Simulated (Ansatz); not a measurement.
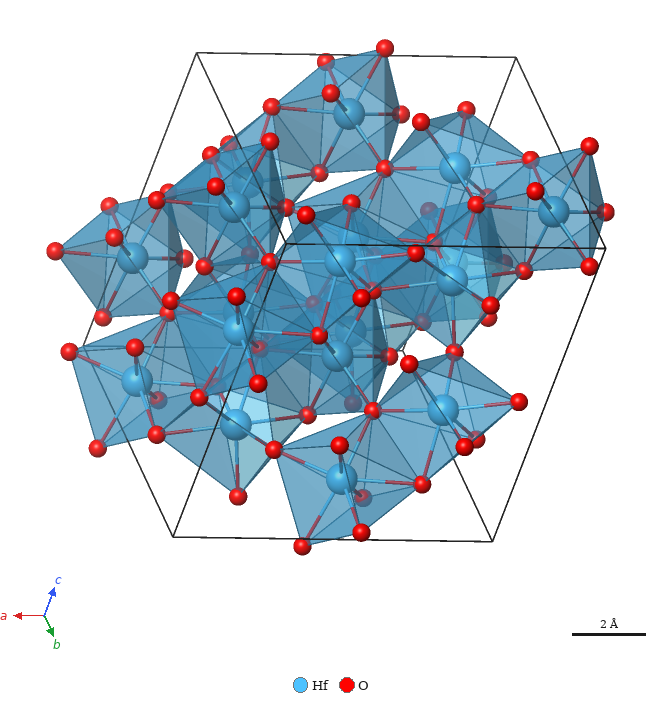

*The structure as given in the input (polyhedral view of the cell of the calculation, seen at an oblique angle; polyhedra are completed across the faces of the cell). An atom can appear more than once, as a periodic image.*

**Single-point calculation of HfO2 (part 1 of 2)**

The run: single-point calculation of HfO2 (48 atoms in the cell). Method and program: DFT PBE, scalar-relativistic, plane waves, PAW, no spin polarisation (Ansatz 0.2.0).

The structure derives from a Materials Project entry.

Log
```
Warning: the atoms were moved onto the symmetric positions of the space group found under crystal.symmetry.tolerance 1.0e-5 (fractional; no operation is sought that the atoms, as they stand in a round, miss by more than twice it, and no atom is moved by as much as it), and the run uses the moved positions. Before a round's move an operation carried an atom to 7.44e-6 Å from where it should land, the largest such distance. Atom 8 (counting from 0) moved farthest, by 6.31e-6 Å; the longest move in fractions of the cell, of whichever atom, is 0.06 of the tolerance, in 1 round. To run the atoms as typed, lower crystal.symmetry.tolerance until the operations that they miss are no longer found, or set crystal.symmetry.detect: false (a key that needs symmetry detection or time reversal refuses this as the deck is read). The positions used, in the order of the run's atom list: position: [0.2544599999999999, 0.13722325000000002, 0.15024275000000004]; position: [0.75446, 0.63722325, 0.15024275000000004]; position: [0.75446, 0.13722325000000002, 0.65024275]; position: [0.2544599999999999, 0.63722325, 0.65024275]; position: [0.004459999999999886, 0.10421724999999996, 0.36723675]; position: [0.50446, 0.60421725, 0.36723675]; position: [0.50446, 0.10421724999999996, 0.86723675]; position: [0.004459999999999886, 0.60421725, 0.86723675]; position: [0.9869804999999999, 0.38722324999999996, 0.13276324999999997]; position: [0.4869804999999999, 0.88722325, 0.13276324999999997]; position: [0.4869804999999999, 0.38722324999999996, 0.63276325]; position: [0.9869804999999999, 0.88722325, 0.63276325]; position: [0.7369805, 0.35421724999999993, 0.34975724999999996]; position: [0.23698049999999996, 0.85421725, 0.34975724999999996]; position: [0.23698049999999996, 0.35421724999999993, 0.84975725]; position: [0.7369805, 0.85421725, 0.84975725]; position: [0.22531099999999993, 0.3735699999999999, 0.219614]; position: [0.725311, 0.87357, 0.219614]; position: [0.725311, 0.3735699999999999, 0.719614]; position: [0.22531099999999993, 0.87357, 0.719614]; position: [0.975311, 0.005697000000000006, 0.101741]; position: [0.47531099999999993, 0.5056970000000001, 0.101741]; position: [0.47531099999999993, 0.005697000000000006, 0.601741]; position: [0.975311, 0.5056970000000001, 0.601741]; position: [0.4762047499999999, 0.11312049999999993, 0.09703275000000003]; position: [0.97620475, 0.6131205, 0.09703275000000003]; position: [0.97620475, 0.11312049999999993, 0.59703275]; position: [0.4762047499999999, 0.6131205, 0.59703275]; position: [0.72620475, 0.37917199999999995, 0.11308424999999998]; position: [0.22620474999999993, 0.8791720000000001, 0.11308424999999998]; position: [0.22620474999999993, 0.37917199999999995, 0.61308425]; position: [0.72620475, 0.8791720000000001, 0.61308425]; position: [0.2660877499999999, 0.129172, 0.40296724999999994]; position: [0.76608775, 0.6291720000000001, 0.40296724999999994]; position: [0.76608775, 0.129172, 0.90296725]; position: [0.2660877499999999, 0.6291720000000001, 0.90296725]; position: [0.51608775, 0.36312049999999996, 0.38691575]; position: [0.016087749999999866, 0.8631205000000001, 0.38691575]; position: [0.016087749999999866, 0.36312049999999996, 0.88691575]; position: [0.51608775, 0.8631205000000001, 0.88691575]; position: [0.653956, 0.12356999999999993, 0.398259]; position: [0.15395599999999993, 0.62357, 0.398259]; position: [0.15395599999999993, 0.12356999999999993, 0.898259]; position: [0.653956, 0.62357, 0.898259]; position: [0.903956, 0.255697, 0.280386]; position: [0.4039559999999999, 0.7556970000000001, 0.280386]; position: [0.4039559999999999, 0.255697, 0.780386]; position: [0.903956, 0.7556970000000001, 0.780386];
Engine: ansatz 0.2.0, aarch64-unknown-linux-gnu
Pseudopotentials: kind: paw
Pseudopotential: Hf, paw, valence charge 26, recommended cutoff 420 eV (normal), Hf.paw.azcp
Pseudopotential: O, paw, valence charge 6, recommended cutoff 420 eV (normal), O.paw.azcp
Functional definition: PBE
  parameter kappa = 0.804
  parameter beta = 0.06672455060314922
  exchange = pbe_x(kappa = kappa, mu = beta*pi^2/3)
  correlation = pbe_c(beta = beta)
Crystal: 48 atoms, lattice volume = 525.859 Å³
Basis set: ecut = 420 eV, 10293 PW (Γ), exchange–correlation on 120×120×120 points (8 copies of the dense FFT grid, shifted against one another)
Bands: 365, of which v1, the nominal top of the filled ones, is band 304 counted from 1 (303 counted from 0)
Symmetry: 16 space group operations
Space group: Pca21 (ITA 29), of the structure as read, at distance tolerance 8.1e-5 Å
k-points: 5 of 8
Non-local potential: Hf, projectors of the file, l = 0: 3, l = 1: 2, l = 2: 2, l = 3: 3
Non-local potential: O, projectors of the file, l = 0: 2, l = 1: 2, l = 2: 1
PAW form: soft (Blöchl's): semilocal exchange-correlation on the pseudo side does not see the compensation charge
PAW one-centre angular grid: Hf, 590 points (default); XC on 64 Gauss nodes
PAW one-centre angular grid: O, 110 points (default); XC on 64 Gauss nodes
Initial density: superposition of atomic densities (neutral atoms: chi_scale 0, normalization atom), corrected by the library's trained network
Initial wavefunctions: pseudopotential atomic-orbital guess
Functional: x = pbe(κ = 0.804, μ = 0.2195149727645171), c = pbe(β = 0.06672455060314922)
SCF iter   1: F=—  HF=-269784.977792 eV  |F-HF|=—  |Δ(HF+E_count)|=         —  Δρ=3.55e-3  dr2=4.65e-2  ethr=1.77e-3  ⟨swp⟩=5.0  Hψ=5590  notcnv=0  defer=114
preconditioner: auto → Resta (q_TF=auto, 2.795 Å⁻¹)  ε∞=5.6  [insulator: Δε(μ)=4.545 eV  Ē_g=18.161 eV  σ=0.050 eV  W_gap=1.00  n_scr=196 (ndim 8)  ℏωp=38.9 eV  f_vac=0.037  D(μ)=0.00/eV (n_scr^D=0)  ε∞_Penn≈5.6]
SCF iter   2: F=—  HF=-269784.977731 eV  |F-HF|=—  |Δ(HF+E_count)|=   6.07e-5  Δρ=1.68e-3  dr2=5.98e-3  ethr=7.65e-6  ⟨swp⟩=2.0  Hψ=3300  notcnv=0  defer=131
SCF iter   3: F=—  HF=-269784.980047 eV  |F-HF|=—  |Δ(HF+E_count)|=   2.32e-3  Δρ=7.81e-4  dr2=1.88e-3  ethr=9.84e-7  ⟨swp⟩=2.2  Hψ=2244  notcnv=0  defer=71
automatic band count: iteration 3 solves 353 bands in place of 365: the levels show a gap, and the empty bands left out lie too high to hold charge; the band table lists the bands solved (type scf.n_extra_bands for more)
SCF iter   4: F=—  HF=-269784.981048 eV  |F-HF|=—  |Δ(HF+E_count)|=   1.00e-3  Δρ=1.36e-4  dr2=1.09e-4  ethr=3.10e-7  ⟨swp⟩=2.0  Hψ=2844  notcnv=0  defer=71
SCF iter   5: F=—  HF=-269784.981006 eV  |F-HF|=—  |Δ(HF+E_count)|=   4.14e-5  Δρ=8.45e-5  dr2=3.03e-5  ethr=1.79e-8  ⟨swp⟩=2.0  Hψ=3073  notcnv=0  defer=71
SCF iter   6: F=—  HF=-269784.980346 eV  |F-HF|=—  |Δ(HF+E_count)|=   6.60e-4  Δρ=2.89e-5  dr2=4.59e-6  ethr=4.98e-9  ⟨swp⟩=2.0  Hψ=2851  notcnv=0  defer=71
SCF iter   7: F=—  HF=-269784.980348 eV  |F-HF|=—  |Δ(HF+E_count)|=   1.83e-6  Δρ=7.59e-6  dr2=3.14e-7  ethr=7.54e-10  ⟨swp⟩=2.2  Hψ=2821  notcnv=0  defer=71
SCF iter   8: F=-269784.980348 eV  HF=-269784.980348 eV  |F-HF|=1.02e-8  |Δ(HF+E_count)|=   1.09e-7  Δρ=3.67e-6  dr2=6.04e-8  ethr=1.64e-11  ⟨swp⟩=10.0  Hψ=8104  notcnv=0
SCF 1 converged in 8 iterations: F = -269784.980348 eV  dr2 = 6.04e-8
  greatest PAW one-centre occupation: 0.999 electrons in one spin orbital (limit 2), on the Hf atom at site 7 (counted from 0), in its partial waves of l = 0
SCF converged after 8 iterations
Free energy (F): -269784.980348 eV
Harris-Foulkes:  -269784.980348 eV  (|F-HF|=1.02e-8)
Internal energy: -269784.980348 eV  (E = F + TS)
E sigma→0 (E₀):  -269784.980348 eV
Fermi energy:    17.492845 eV
--- Per-component energies (eV) ---
  E_band       = 714.136203
  E_kinetic    = 12391.384639
  E_local      = -93425.089339  (includes V_loc(G=0)·N_el)
  E_nonlocal   = -18345.802397
  E_hartree    = 42871.926215
  E_xc         = -7175.648274
  E_vxc        = -7291.800097  (∫ρ·V_xc dr)
  E_paw        = -115903.458180  (= ΣΔE_a)
  E_vpaw       = 21641.534355  (= ΣTr[D̂ρ^β])
  E_aug_tail   = 0.079400  (compensation charges beyond the density's cutoff)
  E_ewald      = -90198.372411
  E_smearing   = -0.000000  (= −TS)
  E_closure    = -0.000000  (closes the sum)
  Σ components = -269784.980348   (vs F -269784.980348, Δ=0.00e0)
--- Forces (eV/Å), atoms counted from 1 ---
  atom   1  Hf    -0.05227608     0.02670283     0.08950222
  atom   2  Hf    -0.05227608     0.02670283     0.08950222
  atom   3  Hf    -0.05227608     0.02670283     0.08950222
  atom   4  Hf    -0.05227608     0.02670283     0.08950222
  atom   5  Hf     0.05227608     0.02670283     0.08950222
  atom   6  Hf     0.05227608     0.02670283     0.08950222
  atom   7  Hf     0.05227608     0.02670283     0.08950222
  atom   8  Hf     0.05227608     0.02670283     0.08950222
  atom   9  Hf    -0.05227608    -0.02670283     0.08950222
  atom  10  Hf    -0.05227608    -0.02670283     0.08950222
  atom  11  Hf    -0.05227608    -0.02670283     0.08950222
  atom  12  Hf    -0.05227608    -0.02670283     0.08950222
  atom  13  Hf     0.05227608    -0.02670283     0.08950222
  atom  14  Hf     0.05227608    -0.02670283     0.08950222
  atom  15  Hf     0.05227608    -0.02670283     0.08950222
  atom  16  Hf     0.05227608    -0.02670283     0.08950222
  atom  17  O      0.02959550     0.03440225    -0.01093180
  atom  18  O      0.02959550     0.03440225    -0.01093180
  atom  19  O      0.02959550     0.03440225    -0.01093180
  atom  20  O      0.02959550     0.03440225    -0.01093180
  atom  21  O     -0.02959550     0.03440225    -0.01093180
  atom  22  O     -0.02959550     0.03440225    -0.01093180
  atom  23  O     -0.02959550     0.03440225    -0.01093180
  atom  24  O     -0.02959550     0.03440225    -0.01093180
  atom  25  O      0.03437600    -0.07894259    -0.07857029
  atom  26  O      0.03437600    -0.07894259    -0.07857029
  atom  27  O      0.03437600    -0.07894259    -0.07857029
  atom  28  O      0.03437600    -0.07894259    -0.07857029
  atom  29  O     -0.03437600    -0.07894259    -0.07857029
  atom  30  O     -0.03437600    -0.07894259    -0.07857029
  atom  31  O     -0.03437600    -0.07894259    -0.07857029
  atom  32  O     -0.03437600    -0.07894259    -0.07857029
  atom  33  O     -0.03437600     0.07894259    -0.07857029
  atom  34  O     -0.03437600     0.07894259    -0.07857029
  atom  35  O     -0.03437600     0.07894259    -0.07857029
  atom  36  O     -0.03437600     0.07894259    -0.07857029
  atom  37  O      0.03437600     0.07894259    -0.07857029
  atom  38  O      0.03437600     0.07894259    -0.07857029
  atom  39  O      0.03437600     0.07894259    -0.07857029
  atom  40  O      0.03437600     0.07894259    -0.07857029
  atom  41  O      0.02959550    -0.03440225    -0.01093180
  atom  42  O      0.02959550    -0.03440225    -0.01093180
  atom  43  O      0.02959550    -0.03440225    -0.01093180
  atom  44  O      0.02959550    -0.03440225    -0.01093180
  atom  45  O     -0.02959550    -0.03440225    -0.01093180
  atom  46  O     -0.02959550    -0.03440225    -0.01093180
  atom  47  O     -0.02959550    -0.03440225    -0.01093180
  atom  48  O     -0.02959550    -0.03440225    -0.01093180
  max |Σ_I F_I| component: 2.14e-6 eV/Å
--- Band table (eV; the first three rows and the last of 5) ---
  k-point 0: bands = ["-45.0701", "-45.0586", "-45.0586", "-45.0556", "-45.0556", "-45.0536", "-45.0536", "-45.0536", "-45.0536", "-45.0515", ... 143 levels left out ..., "5.0962", "5.0963", "5.0963", "5.0964", "5.0964", "5.0969", "5.0970", "5.1009", "5.1011", "5.1011", "5.1013", "5.1030", "5.1030", "5.1037", "5.1041", "5.1041", "5.1041", "5.1041", "5.1090", "5.1091", "5.1091", "5.1098", "5.1098", "5.1098", "5.1098", "5.1127", "5.1127", "5.1153", "5.1153",
      "5.1161", "5.1180", "5.1180", "5.1182", "5.1191", "5.1212", "5.1212", "5.1230", "5.1250", "5.1250", "5.1404", "5.1420", "5.1420", "5.1499", "5.1499", "5.1522", "5.1522", "5.1522", "5.1522", "5.1554", "5.1555", "5.1555", "5.1576", "5.1654", "5.1654", "5.2321", "9.6232", "9.7243", "9.8535", "10.3110", "10.3110", "10.3592", "10.3592", "10.5192", "10.6813", "10.6905", "10.6905", "10.7406", "10.8117", "10.8117",
      "10.8371", "10.8371", "10.8371", "10.8371", "11.0571", "11.0571", "11.2453", "11.2453", "11.4491", "11.4491", "11.4950", "11.4950", "11.4950", "11.4950", "11.9625", "11.9625", "11.9625", "11.9625", "11.9890", "11.9890", "11.9947", "11.9947", "12.0725", "12.1424", "12.1424", "12.1487", "12.1551", "12.1790", "12.4916", "12.4916", "12.5187", "12.5187", "12.6828", "12.6828", "12.6838", "12.9414", "12.9725", "12.9725", "12.9725", "12.9725",
      "13.0421", "13.0421", "13.1296", "13.1617", "13.1617", "13.2581", "13.3736", "13.5905", "13.6242", "13.6242", "13.6922", "13.6922", "13.7148", "13.7148", "13.7873", "13.8333", "13.8333", "13.8518", "13.8518", "13.8518", "13.8518", "13.9799", "14.1140", "14.2385", "14.2385", "14.2431", "14.2431", "14.2960", "14.5500", "14.5500", "14.5500", "14.5500", "14.5595", "14.6293", "14.6293", "14.7751", "14.7751", "14.8862", "14.8862", "15.0745",
      "15.1897", "15.2398", "19.8378", "19.8378", "19.9908", "19.9908", "20.2351", "20.2351", "20.2376", "20.4421", "20.4421", "20.4913", "20.4913", "20.4913", "20.4913", "20.4951", "20.6013", "20.9736", "20.9736", "21.0321", "21.1448", "21.2767", "21.2795", "21.3555", "21.3555", "21.4289", "21.5099", "21.5099", "21.5099", "21.5099", "21.6835", "21.7030", "21.7030", "21.7073", "21.7073", "22.0324", "22.0324", "22.1259", "22.2121", "22.2121",
      "22.4786", "22.4786", "22.4786", "22.4786", "22.7096", "22.7372", "22.7623", "22.7623", "22.9578", "22.9631", "23.1780"]
```
